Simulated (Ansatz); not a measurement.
Take the following structure.

```yaml
crystal:
  lattice:
    - [3.33398, 0.00000, 0.00000]
    - [0.00000, 3.60430, 0.00000]
    - [0.00000, 0.00000, 5.26397]
  atoms:
    - { symbol: Hf, position: [0.50000, 0.50000, 0.25000] }
    - { symbol: Hf, position: [0.00000, 0.00000, 0.75000] }
    - { symbol: O, position: [0.00000, 0.50000, 0.44325] }
    - { symbol: O, position: [0.50000, 0.00000, 0.55675] }
    - { symbol: O, position: [0.50000, 0.00000, 0.05675] }
    - { symbol: O, position: [0.00000, 0.50000, 0.94325] }
```

### Before looking at a picture, describe the arrangement of atoms.

The compound is HfO2. The structure has Pmmn (No. 59) symmetry and a primitive orthorhombic lattice. Content of the cell: 2 Hf, 4 O (Z = 2). The coordination shell of Hf holds eight O in a distorted cubic arrangement at 1.95 to 2.42 Å. Each O atom is coordinated by four Hf in a distorted tetrahedral arrangement at 1.95 to 2.42 Å. Not all metal-metal contacts are counted. The bonds build a three-dimensional framework.

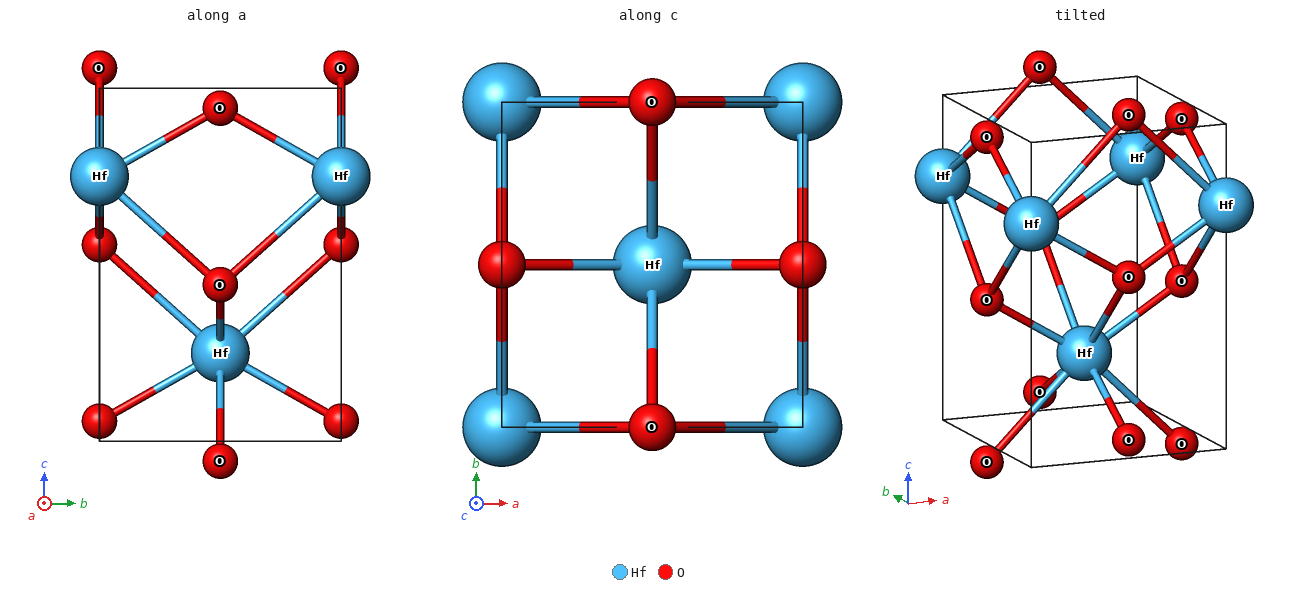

Shown here is a ball-and-stick view of the crystal, taken along the a axis, along the c axis and slightly off an axis. The box is the conventional unit cell; atoms on or close to its faces, edges and corners are drawn wherever they repeat. Colours: hafnium blue, oxygen red.

The structure comes from a structure listed in the Materials Project. The cell was then strained or its atoms displaced on purpose. It went into a calculation with Ansatz.

At this level of theory the cell isn't at rest (compressed, at 25 GPa and forces up to 2.1 eV/Å), so its distances can differ from those at equilibrium, the more so the softer the solid.
